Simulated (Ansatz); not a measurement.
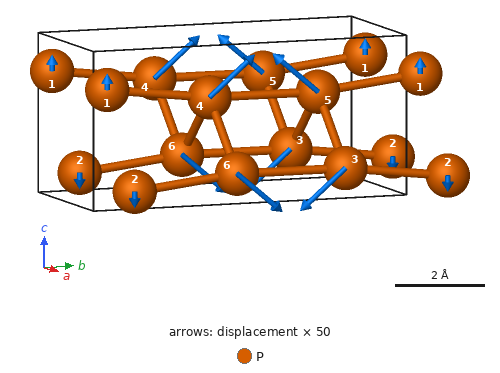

This is a relaxation of solid P (a generated structure, set up in Pmma) (coarse preliminary run). The starting structure is drawn; blue arrows show the displacements (the part carried along by the change of the cell is left out), 50 times their true length.

A ball-and-stick model of the cell of the calculation, repeated 2 × 1 × 1 with one cell outlined, seen slightly off an axis.

Computed with DFT PBE, scalar-relativistic, plane waves, PAW in Ansatz. (plane-wave cutoff 420 eV; k-point mesh 6 × 2 × 6; occupations gaussian; smearing width 0.1 eV; no spin polarisation; cell and atoms relaxed; force threshold 0.04 eV/Å; at most 70 steps)

> Describe the change and its energy.

Over 3 accepted moves (4 points after the start) the energy falls by 3.9 meV per atom. The largest force component goes from 0.16 to 0.038 eV/Å. Pressure: −0.30 GPa at the start and 0.01 GPa at the end. At 1 point the geometry stayed and the basis and grid were re-selected for the new cell (energy shift of less than 0.05 meV per atom at most each time). The largest moves relative to the cell, 0.029 Å, are those of P3, P4, P5 and P6. P5 goes along [0 −1 2]. The drawn cell changes as follows: a 3.421 → 3.441 Å (+0.6 %), b 7.558 → 7.444 Å (−1.5 %), c 3.623 → 3.607 Å (−0.4 %); the volume changes by −1.3 %. Near-neighbour distances that change, for instance: P3–P6 2.617 → 2.533 Å, P3–P5 2.288 → 2.316 Å, P1–P4 2.488 → 2.471 Å, P1–P2 2.292 → 2.286 Å. The space group stays Pmma (No. 51). Cost: 36 s on 1 thread of Intel(R) Xeon(R) Processor @ 2.50GHz (Skylake/Cascade Lake), on a shared host, peak memory 0.38 GiB.

Limits of the set-up: the k-point mesh is coarse for a cell with partly filled bands.
